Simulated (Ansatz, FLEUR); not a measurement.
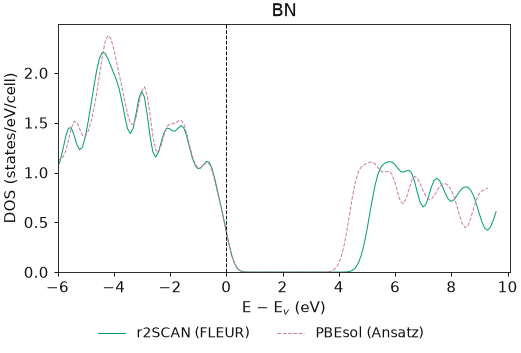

Total densities of states of layered hexagonal BN, space group P6_3/mmc, 4 atoms in the cell (a = 2.498 Å, c = 6.636 Å (hexagonal axes)), by two methods on the same cell. The DOS curves are built from the levels of the k mesh with Gaussians 0.55 eV wide, which also blur the band edges; ripples of that width can come from the mesh. Each is counted from its own valence-band top.

What changes from one method to the other?

Answer. r2SCAN (FLEUR) gives a gap of 4.82 eV and PBEsol (Ansatz) gives a gap of 4.15 eV. In the window shown, the tallest filled peak lies at −4.4 eV in r2SCAN (FLEUR) and −4.2 eV in PBEsol (Ansatz).

Settings. r2SCAN (FLEUR): all-electron, no spin polarisation, no spin-orbit coupling, 12×12×4 k mesh, Fermi-Dirac smearing of 0.05 eV (FLEUR). PBEsol (Ansatz): Ansatz PAW, no spin polarisation, no spin-orbit coupling, 12×12×4 k mesh, 420 eV cutoff, Fermi-Dirac smearing of 0.05 eV (Ansatz 0.2.0).

Gaps are the smallest over all k points computed. The two runs differ in program as well. LDA, GGA and most meta-GGA functionals understate gaps. PBEsol (Ansatz): the PAW data sets were made with another functional. r2SCAN (FLEUR): the meta-GGA is that of a development version, with a GGA for the radial functions and cores and without core tails.
